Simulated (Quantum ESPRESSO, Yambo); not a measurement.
# A GW chain in Yambo: As (buckled honeycomb monolayer), part 2 of 2

Wanted: ground state, empty states, screening and self-energy for As (buckled honeycomb monolayer).

Quantum ESPRESSO 7.5 and Yambo 5.3.0; PBE and many-body steps on it, plane waves. Known limits of the many-body steps: not at the basis limit; no spin-orbit coupling.

So far. Step 3 (Bands along the symmetry lines): The gap is 1.630 eV, −0.015 eV from the run before at this level. Step 4 (Empty states on the mesh, 9×9×1 mesh, 74 bands): On this mesh the gap is 1.646 eV.

## Step 5: Conversion and set-up

This step: Yambo 5.3.0; conversion and set-up on PBE, plane waves, norm-conserving pseudopotentials.

The states are converted to the many-body program's format and the q mesh is built.

Command:

```
> (cd o/x.save; p2y > p2y.log; mv SAVE ../..); yambo > setup.log
```

Log:

```text
 Yambo, version 5.3.0

 [02] CORE Variables Setup
 =========================

  [02.01] Unit cells
  ==================

  Cell kind             :  HCP
  Atoms in the cell     :  As
  number of As atoms    :  2

  List of atomic masses
  Mass of As    :  74.92200

  List of atomic coordinates    : [cc]
  As1       : -0.27822E-09   3.9400       11.914      order 1
  As2       :   3.41216   1.97001  14.54168  order 2

  Alat factors          :   6.82431   5.91003  26.45617 [a.u.]
  Direct lattice volume :   1067.03    [a.u.]
  Direct lattice vectors:  A[ 1 ]  A[ 2 ]  A[ 3 ]
   A[ 1 ]:  1.000000 -0.000000  0.000000  [iru]
   6.824311 -0.000000  0.000000  [cc]
   A[ 2 ]: -0.500000  1.000000  0.000000  [iru]
  -3.412155  5.910027  0.000000  [cc]
   A[ 3 ]:  0.000000  0.000000  1.000000  [iru]
    0.00000   0.00000  26.45617  [cc]

  Recip. lattice volume :  0.232469 [a.u.]
  Recip. lattice vectors:  B[ 1 ]  B[ 2 ]  B[ 3 ]
   B[ 1 ]:  1.000000  0.500000  0.000000  [iku]
   0.920706  0.531570 -0.000000  [cc]
   B[ 2 ]:  0.000000  1.000000  0.000000  [iku]
   0.000000  1.063140 -0.000000  [cc]
   B[ 3 ]:  0.000000  0.000000  1.000000  [iku]
  -0.000000 -0.000000  0.237494  [cc]

  [02.02] Symmetries
  ==================

  Inversion symmetry    : yes
  Spatial inversion     : yes
  Inversion index       :   7
  K-space Time-reversal : no
  Magnetic symmetries   : no
  Group table correct   : yes
  Symmetries units      :  [cc]

   [S  1]:   1.0000       0.0000       0.0000     -0.55235E-16   1.0000       0.0000       0.0000       0.0000       1.0000
   [S  2]:   1.0000       0.0000       0.0000     -0.31975E-10  -1.0000       0.0000       0.0000       0.0000      -1.0000
   [S  3]: -0.500000  0.866025  0.000000 -0.866025 -0.500000  0.000000  0.000000  0.000000  1.000000
[...]
[S 11]:  0.500000  0.866025  0.000000  0.866025 -0.500000  0.000000  0.000000  0.000000  1.000000
   [S 12]:  0.500000 -0.866025  0.000000 -0.866025 -0.500000  0.000000  0.000000  0.000000  1.000000

  [02.03] Reciprocal space
  ========================

  nG shells         :   6447
  nG charge         :  144181
  nG WFs            :  21351
  nC WFs            :  18046
  G-vecs. in first 80 shells:  [ Number ]
     1    3    5    7    9   15   27   39   41
    53   55   67   79   81   93   99  111  113
   125  137  149  161  167  169  181  193  205
[...]
809   811   823   835   859   865   877   889
  ...
  Shell energy in first 80 shells:  [ mHa ]
[...]
4971.20      5080.71      5086.20      5107.81      5114.40      5199.01      5331.23      5337.82      5340.02
    5527.54      5537.43      5672.94      5756.45      5760.84      5791.24      6092.67      6101.46      6240.27
    6321.58      6345.39      6461.49      6468.08      6776.11      6781.60      6809.80      6891.11
  ...

  [02.04] K-grid lattice
  ======================

[...]
WF components:  17971
  K [ 3]         [rlu]:  0.000000  0.222222  0.000000
         WF components:  17997
[...]
K [ 8]         [rlu]:  0.111111  0.333333  0.000000
[...]
K [ 9]         [rlu]:  0.111111  0.444444  0.000000
[...]
K [10]         [rlu]:  0.222222  0.222222  0.000000
[...]
K [11]         [rlu]:  0.222222  0.333333  0.000000
         WF components:  18032
  K [12]         [rlu]:  0.333333  0.333333  0.000000
         WF components:  18033

  [02.05] Energies & Occupations
  ==============================

  [X] === General ===
  [X] Electronic Temperature                        :  0.000000  0.000000 [eV K]
  [X] Bosonic    Temperature                        :  0.000000  0.000000 [eV K]
  [X] Finite Temperature mode                       : no
  [X] El. density                                   :  0.29092E+24 [cm-3]
  [X] Fermi Level                                   : -0.908984 [eV]

  [X] === Gaps and Widths ===
  [X] Conduction Band Min                           :  1.645614 [eV]
  [X] Valence Band Max                              :  0.000000 [eV]
  [X] Filled Bands                                  :  23
  [X] Empty Bands                                   :   24   74
  [X] Direct Gap                                    :  1.948162 [eV]
  [X] Direct Gap localized at k                     :  1
  [X] Indirect Gap                                  :  1.645614 [eV]
  [X] Indirect Gap between kpts                     :   1   4
  [X] Last valence band width                       :  1.964014 [eV]
  [X] 1st conduction band width                     :  1.364646 [eV]

  E @ K [ 1]:  [eV]
  -184.7066 -184.7060 -128.1046 -128.1046 -128.1022 -128.1022 -128.0466 -128.0445
[...]
occ @ K [ 1]
[...]
E @ K [ 2]:  [eV]
[...]
occ @ K [ 2]
[...]
E @ K [ 3]:  [eV]
[...]
occ @ K [ 3]
[...]
E @ K [ 8]:  [eV]
[...]
occ @ K [ 8]
[...]
E @ K [ 9]:  [eV]
[...]
occ @ K [ 9]
[...]
E @ K [10]:  [eV]
[...]
occ @ K [10]
[...]
E @ K [11]:  [eV]
[...]
occ @ K [11]
[...]
E @ K [12]:  [eV]
[...]
occ @ K [12]
[...]
0.000000  0.000000  0.000000  0.000000  0.000000  0.000000  0.000000  0.000000
   0.000000  0.000000  0.000000  0.000000  0.000000  0.000000  0.000000  0.000000

 [03] Transferred momenta grid and indexing
 ==========================================

 IBZ Q-points                                      :  12
 BZ  Q-points                                      :   81

 K/Q-points units:
 rlu = crystal or reduced units; cc = cartesian coordinates; iku = interal k-units

 Q [ 1]         [rlu]:  0.000000  0.000000  0.000000
 Q [ 2]         [rlu]: -0.70867E-17  0.11111       0.0000
 Q [ 3]         [rlu]: -0.14173E-16  0.22222       0.0000
[...]
Q [ 8]         [rlu]:  0.111111  0.333333  0.000000
 Q [ 9]         [rlu]:  0.111111  0.444444  0.000000
 Q [10]         [rlu]:  0.222222  0.222222  0.000000
 Q [11]         [rlu]:  0.222222  0.333333  0.000000
 Q [12]         [rlu]:  0.333333  0.333333  0.000000

  [03.01] X indexes
  =================

   [03.01.01] Sigma indexes
   ========================

 [06] Game Over & Game summary
```

Elapsed: 2.6 s, on 1 MPI rank of Arm Neoverse V1, shared host; peak memory 0.28 GiB.

## Step 6: Screening and self-energy, 9×9×1 mesh, 74 bands, screening to 74.8 eV

Now the one-shot GW correction: screening in the RPA, then the self-energy of the levels asked for.

This step: G0W0 on PBE, plane waves, norm-conserving pseudopotentials.

The input, gw1.in:

```
HF_and_locXC
gw0
dyson
ppa
em1d
rim_cut
rim_w
RandQpts= 3000000
RandGvec= 100 RL
CUTGeo= "slab z"
RandGvecW= 9 RL
EXXRLvcs= 100 Ry
VXCRLvcs= 400 Ry
Chimod= "HARTREE"
% BndsRnXp
 1 | 74 |
%
NGsBlkXp= 5.5 Ry
% LongDrXp
 1 | 1 | 0 |
%
% GbndRnge
 1 | 74 |
%
DysSolver= "n"
ExtendOut
PPAPntXp= 27.21138 eV
% QPkrange
 1 | 1 | 22 | 25 |
 4 | 4 | 22 | 25 |
%
```

Command:

```
> OMP_NUM_THREADS=1 mpirun -n 8 yambo -F gw1.in -J gw1 -C gw1 > gw1.log
```

Log:

```text
 Yambo, version 5.3.0

 [02] CORE Variables Setup
 =========================

  [... cell, symmetries and grids as in the set-up ...]

  [02.05] Energies & Occupations
  ==============================

  [X] === General ===
  [X] Electronic Temperature                        :  0.000000  0.000000 [eV K]
  [X] Bosonic    Temperature                        :  0.000000  0.000000 [eV K]
  [X] Finite Temperature mode                       : no
  [X] El. density                                   :  0.29092E+24 [cm-3]
  [X] Fermi Level                                   : -0.908984 [eV]

  [X] === Gaps and Widths ===
  [X] Conduction Band Min                           :  1.645614 [eV]
  [X] Valence Band Max                              :  0.000000 [eV]
  [X] Filled Bands                                  :  23
  [X] Empty Bands                                   :   24   74
  [X] Direct Gap                                    :  1.948162 [eV]
  [X] Direct Gap localized at k                     :  1
  [X] Indirect Gap                                  :  1.645614 [eV]
  [X] Indirect Gap between kpts                     :   1   4
  [X] Last valence band width                       :  1.964014 [eV]
  [X] 1st conduction band width                     :  1.364646 [eV]

 [03] Transferred momenta grid and indexing
 ==========================================

 IBZ Q-points                                      :  12
 BZ  Q-points                                      :   81

 K/Q-points units:
 rlu = crystal or reduced units; cc = cartesian coordinates; iku = interal k-units

 Q [ 1]         [rlu]:  0.000000  0.000000  0.000000
 Q [ 2]         [rlu]: -0.70867E-17  0.11111       0.0000
 Q [ 3]         [rlu]: -0.14173E-16  0.22222       0.0000
 Q [ 4]         [rlu]: -0.21260E-16  0.33333       0.0000
 Q [ 5]         [rlu]: -0.28347E-16  0.44444       0.0000
 Q [ 6]         [rlu]:  0.111111  0.111111  0.000000
 Q [ 7]         [rlu]:  0.111111  0.222222  0.000000
 Q [ 8]         [rlu]:  0.111111  0.333333  0.000000
 Q [ 9]         [rlu]:  0.111111  0.444444  0.000000
 Q [10]         [rlu]:  0.222222  0.222222  0.000000
 Q [11]         [rlu]:  0.222222  0.333333  0.000000
 Q [12]         [rlu]:  0.333333  0.333333  0.000000

 [04] Coloumb potential Random Integration (RIM)
 ===============================================

 Performing RIM of v_slab

  [04.01] RIM initialization
  ==========================

  * Diagonal components only detected *

  8 x (sBL volume)        :  0.022960 [a.u.]
  sBZ random points       :  3000000
  Points outside the sBZ  :  24000829
  RL volume               :  0.232469 [a.u.]
  Integrated volume       :  0.232461 [a.u.]

  [04.02] RIM integrals
  =====================

  Gamma point sphere radius             :  0.027737 [a.u.]
  Points outside the sphere             :  2398884
  [Int_sBZ(q=0) 1/q^2]*(Vol_sBZ)^(-1/3) =:  7.116235
                                 should be <:  7.795600

  Summary of Coulomb integrals for non-metallic bands |Q|[au] RIM/Bare

  Q [1] 0.100000E-4 0.912853 * Q [2] 0.118127 0.854407
  Q [6] 0.204601 0.965897 * Q [3] 0.236253 0.982803
  Q [7] 0.312534 1.001551 * Q [4] 0.354380 1.005036
  Q [10] 0.409203 1.006648 * Q [8] 0.425912 1.006742
  Q [5] 0.472507 1.006568 * Q [11] 0.514902 1.006139
  Q [9] 0.541324 1.005788 * Q [12] 0.613804 1.004849
  Non-periodic chartesian directions : none
  Optical renormalization            :  26.45617 [au]
  Polarizability dimension           : length

 [05] Coloumb potential CutOffslab
 =================================

 Cut directionsZ
 Slab Cutoff:Z
 Symmetry test passed : yes

 [06] Dipoles
 ============

  [06.01] Setup: observables and procedures
  =========================================

 [07] Dynamic Dielectric Matrix (PPA)
 ====================================

 [SLK-Inversion]  Pools        :  2
 [SLK-Inversion]  BLACS grid   :  2  2

 [WR./gw1//ndb.pp]---------------------------------------------------------------
  Brillouin Zone Q/K grids (IBZ/BZ)                :   12   81   12   81
  RL vectors                                       :  21365 [WF]
  Coulomb cutoff potential                         : slab z
  Electronic Temperature                           :  0.000000 [K]
  Bosonic    Temperature                           :  0.000000 [K]
  PPA    diel. fun.  energies                      : Perdew, Burke & Ernzerhof(X)+Perdew, Burke & Ernzerhof(C)
  wavefunctions                                    : Perdew, Burke & Ernzerhof(X)+Perdew, Burke & Ernzerhof(C)
  Global Gauge                                     : length
  X matrix size                                    :  291
  X band range                                     :    1   74
  X e/h energy range                               : -1.000000 -1.000000 [eV]
  X Time ordering                                  : R
  X Hxc Kernel                                     : HARTREE
  X Drude frequency                                :  0.000000  0.000000
  X poles                                          :  100.0000 [o/o]
  RL vectors in the sum                            :  21365
  [r,Vnl] included                                 : yes
  Field direction                                  :  0.707107E-5  0.707107E-5   0.00000
  BZ energy Double Grid                            : no
  BZ energy DbGd points                            : 0
  BZ Q point size factor                           : -1.000000
  X Optical Averaged directions                    : none

 [08] Local Exchange-Correlation + Non-Local Fock
 ================================================

 [VXC] Plane waves :  144181
 [EXS] Plane waves :  18025

 QP @ state[ 1 ] K range:  1  1
 QP @ state[ 1 ] b range:  22  25
 QP @ state[ 2 ] K range:   4   4
 QP @ state[ 2 ] b range:  22  25

 [xc] Functional : Perdew, Burke & Ernzerhof(X)+Perdew, Burke & Ernzerhof(C)
 [xc] LIBXC used to calculate xc functional
  PP Number of Atomic Species                      :  1
  NLCC RL compoments                               :  144181
  PP Number of Atomic Species                      :  1
  NLCC RL compoments                               :  144181

 [xc] E_xc :  -47.81665 [Ha]
      E_xc :  -95.63329 [Ry]

  Local XC kind (lXC) : Perdew, Burke & Ernzerhof(X)+Perdew, Burke & Ernzerhof(C)
  Non-Local XC kind (nlXC) : Hartree-Fock

  Corrections @ K [1] :  [eV]
 <22|nlXC|22> = -15.18879  0.90440E-18 <22|lXC|22> = -14.04978 -0.56645E-15
 <23|nlXC|23> = -15.18883  0.21770E-17 <23|lXC|23> = -14.04978  0.000000
 <24|nlXC|24> = -9.096322  0.25287E-17 <24|lXC|24> = -12.75565 -0.94408E-16
 <25|nlXC|25> = -8.853978  0.30796E-18 <25|lXC|25> = -13.27374 -0.37763E-15

  Corrections @ K [4] :  [eV]
 <22|nlXC|22> = -15.27224 -0.43305E-17 <22|lXC|22> = -13.35591  0.35403E-16
 <23|nlXC|23> = -14.54245  0.83448E-17 <23|lXC|23> = -12.57131  0.000000
 <24|nlXC|24> = -7.650580 -0.20574E-17 <24|lXC|24> = -11.00701  0.82607E-16
 <25|nlXC|25> = -6.570798  0.11120E-17 <25|lXC|25> = -10.79531 -0.94408E-16

 [09] Dyson equation: Newton solver
 ==================================

  [09.01] RIM-W interpolation
  ===========================

  [WARNING] RIM-W works only for 2D semiconductors with slab cutoff
  Found compatible q grid: 2D
  q_min[ 1 ]:  0.11111      0.19930E-11   0.0000     [rlu]
   0.111111  0.055556  0.000000 [iku]
  q_min[ 2 ]:  0.41024E-11  0.11111       0.0000     [rlu]
   0.41024E-11  0.11111       0.0000     [iku]
  G-vectors :   9
  G-vectors loaded:   61
  Number of interpolated frequencies:  2

  Evaluating coefficients q = 0
  Evaluating coefficients q = 0

  [09.02] RIM-W integrals
  =======================

  8 x (sBL volume)        :  0.022960 [a.u.]
  sBZ random points       :  3000000
  Points outside the sBZ  :  24000829
  RL volume               :  0.232469 [a.u.]
  Integrated volume       :  0.232461 [a.u.]

  [09.03] RIM integrals
  =====================

  Comparison between head Wc = W - v averages: < Wc > [au] RIM-W/RIM

   < -Wc [Q = 1] > 0.225106E-1 0.282671E-4 * < -Wc [Q = 2] > 0.005027 0.004932
   < -Wc [Q = 3] > 0.001145 0.001129 * < -Wc [Q = 4] > 0.420847E-3 0.416656E-3
   < -Wc [Q = 5] > 0.197143E-3 0.195846E-3 * < -Wc [Q = 6] > 0.001605 0.001582
   < -Wc [Q = 7] > 0.584263E-3 0.578629E-3 * < -Wc [Q = 8] > 0.263127E-3 0.261551E-3
   < -Wc [Q = 9] > 0.136750E-3 0.136248E-3 * < -Wc [Q = 10] > 0.295219E-3 0.293651E-3
   < -Wc [Q = 11] > 0.159036E-3 0.158542E-3 * < -Wc [Q = 12] > 0.960411E-4 0.957833E-4

  Comparison between head Wc = W - v averages: < Wc > [au] RIM-W/RIM

   < -Wc [G = 1,G`=0] > 0.225106E-1 0.282671E-4 * < -Wc [G = 2,G`=0] >-0.960522E-3  0.00000
   < -Wc [G = 3,G`=0] >-0.960491E-3  0.00000 * < -Wc [G = 4,G`=0] > 0.180764E-4  0.00000
   < -Wc [G = 5,G`=0] > 0.180733E-4  0.00000 * < -Wc [G = 6,G`=0] > 0.309069E-4  0.00000
   < -Wc [G = 7,G`=0] > 0.309128E-4  0.00000 * < -Wc [G = 8,G`=0] >-0.569056E-5  0.00000
   < -Wc [G = 9,G`=0] >-0.569090E-5  0.00000

 [10] G0W0 (W PPA)
 =================

 [  GW  ] Bands range     :    1   74
 [GW/PPA] G damping       :  0.100000 [eV]

 QP @ state[ 1 ] K range:  1  1
 QP @ state[ 1 ] b range:  22  25
 QP @ state[ 2 ] K range:   4   4
 QP @ state[ 2 ] b range:  22  25

  Sc/G bands                                       :    1   74
  Sc/G damping                                     :  0.100000 ev
  Sc bands terminator                              : no
  Sx RL components                                 :  18025

  QP @ state[ 1 ] K range                          :  1  1
  QP @ state[ 1 ] b range                          :  22  25
  QP @ state[ 2 ] K range                          :   4   4
  QP @ state[ 2 ] b range                          :  22  25
  GF energies kind                                 : Perdew, Burke & Ernzerhof(X)+Perdew, Burke & Ernzerhof(C)
  GF WF`s kind                                     : Perdew, Burke & Ernzerhof(X)+Perdew, Burke & Ernzerhof(C)
  Xs energies kind                                 : Perdew, Burke & Ernzerhof(X)+Perdew, Burke & Ernzerhof(C)
  Xs WF`s kind                                     : Perdew, Burke & Ernzerhof(X)+Perdew, Burke & Ernzerhof(C)

 [14] Game Over & Game summary
```

It took 4.8 min on 8 MPI ranks; peak memory 11 GiB; 38 min of CPU time.

Numbers from this step:

- G0W0 gap on the points computed: 2.544 eV
- starting gap on the mesh: 1.646 eV
- k of the valence top: 0, 0, 0
- k of the conduction bottom: 0, 0.3333, 0
- least direct G0W0 gap on the computed points: 3.034 eV
- Z at the valence top: 0.7613
- Z at the conduction bottom: 0.7692

The gap on the mesh goes from 1.65 eV to 2.54 eV, a correction of +0.90 eV.

Limits: finite bands, cutoff and mesh; no spin-orbit coupling. v1 is the top filled band, c1 the lowest empty one. The levels before and after the correction (eV, zero at the valence-band top of each column):

```
           conduction bottom  valence top
Kohn-Sham               1.65         0.00
     G0W0               2.54         0.00
```

```
                    level  energy (eV)
Kohn-Sham         Γ v2-v1        0.000
Kohn-Sham            Γ c1        1.948
Kohn-Sham            Γ c2        3.500
Kohn-Sham  (0 0.333 0) v2       -1.527
Kohn-Sham  (0 0.333 0) v1       -0.745
Kohn-Sham  (0 0.333 0) c1        1.646
Kohn-Sham  (0 0.333 0) c2        3.865
     G0W0         Γ v2-v1        0.000
     G0W0            Γ c1        3.034
     G0W0            Γ c2        4.802
     G0W0  (0 0.333 0) v2       -1.696
     G0W0  (0 0.333 0) v1       -1.061
     G0W0  (0 0.333 0) c1        2.545
     G0W0  (0 0.333 0) c2        4.867
```

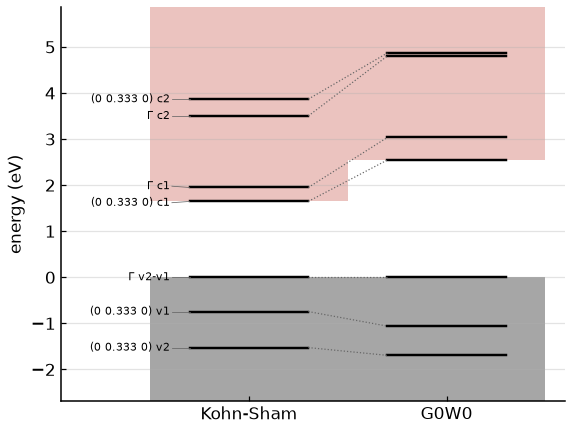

Levels before and after the correction. Shaded: valence and conduction bands.

## Step 7: Where the time went

Times are wall times on the hardware named with each run, good to a factor of about two.

| step | time | share | memory (GiB) |
| --- | --- | --- | --- |
| ground state | 28 s | 8 % | 1.4 |
| bands along the symmetry lines | 10 s | 3 % | 1.2 |
| empty states on the mesh | 18 s | 5 % | 1.0 |
| conversion and set-up | 2.6 s | 1 % | 0.28 |
| screening and self-energy | 4.8 min | 83 % | 11 |

## Step 8: Summary of results

```yaml
pbe_gap: 1.63 eV, indirect
g0w0_gap_on_the_mesh: 2.54 eV
gw_settings: 9×9×1 mesh, 74 bands, screening to 74.8 eV, Godby-Needs plasmon pole
known_limits: not at the basis limit; no spin-orbit coupling
```

**Reading.** G0W0 moves the gap on the mesh from 1.65 eV to 2.54 eV (+0.90 eV), with Z of 0.76 and 0.77 at the edges. Only 2 of the mesh's irreducible points were corrected, so a valley elsewhere could overtake. The dearest step here is «screening and self-energy». Bands and cutoff are finite, so the gap is not at the basis limit. The miss can reach some tenths of an eV and take either sign; the mesh is an error of its own. In the G0W0 run levels were corrected at 2 k points alone, so a gap called «on the mesh» is the least over those, and an edge elsewhere would be missed. The many-body steps are scalar-relativistic: spin-orbit coupling is not in them.

[Paths, hosts, dates, memory and timing lines, banners, echoed tables and standing remarks are left out of the program output.]

[Logs are printed without paths, hosts, clocks, repeated set-up lines and the standing remarks that a program may print on its own settings, such as how far it seeks lower states.]

[Runs of the session that timed out or met a known fault of the program may be left out.]

[Hosts, paths, dates, database ids (printed as entryN), source tags and the programs' standing remarks are cut or masked in the printed files.]
